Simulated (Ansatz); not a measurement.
A periodic structure is given below.

```cif
data_structure
_symmetry_space_group_name_H-M 'P -1'
_symmetry_Int_Tables_number 2
_cell_length_a 2.5296
_cell_length_b 2.6659
_cell_length_c 2.7515
_cell_angle_alpha 115.305
_cell_angle_beta 100.992
_cell_angle_gamma 106.330
_cell_volume 15.03
loop_
_atom_site_label
_atom_site_type_symbol
_atom_site_symmetry_multiplicity
_atom_site_Wyckoff_symbol
_atom_site_fract_x
_atom_site_fract_y
_atom_site_fract_z
_atom_site_occupancy
Pt1 Pt 1 a 0.00000 0.00000 0.00000 1
```

> Say what kind of structure these coordinates give.

The element is platinum. The lattice is primitive triclinic and the space group P-1 (No. 2). The cell holds one atom. The coordination, counted out to bonding distance, is Pt 6. Not all metal-metal contacts are counted.

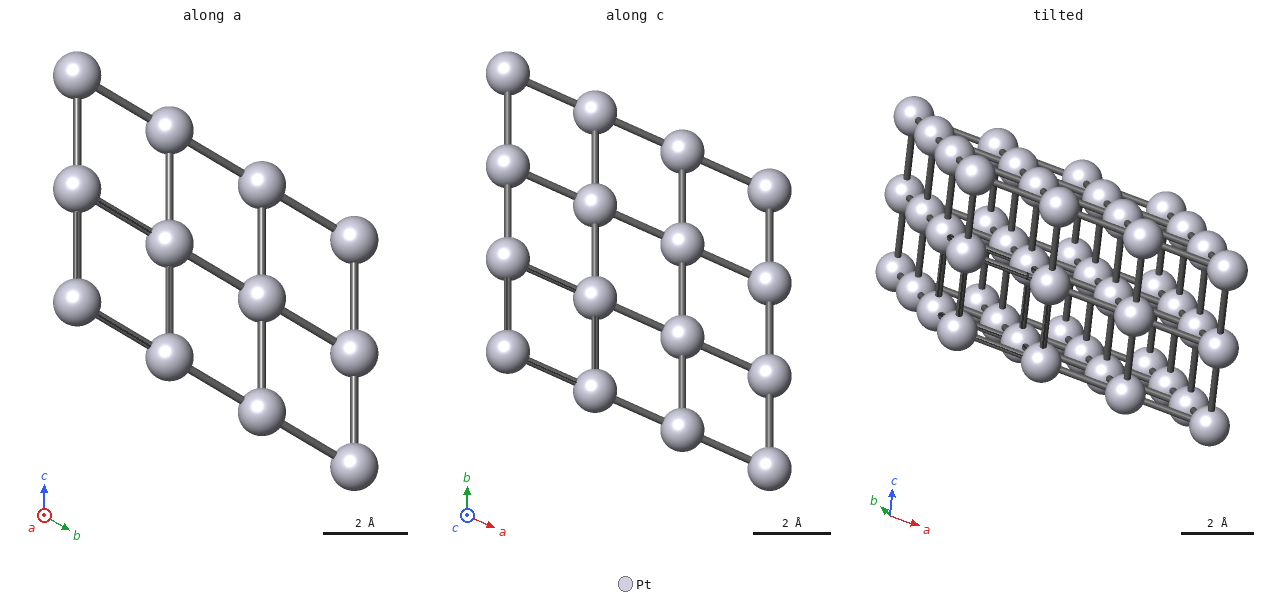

The crystal in a ball-and-stick representation, seen along the a axis, along the c axis and slightly off an axis. One conventional unit cell is drawn solid; the view covers 3×3×2 cells. Colours: platinum light grey.

It goes back to a structure listed in the Materials Project. The cell was then strained or its atoms displaced on purpose. It went into a calculation with Ansatz.

At this level of theory the run's own cell isn't at rest (compressed, at 9 GPa), so its distances can differ from those at equilibrium, the more so the softer the solid.
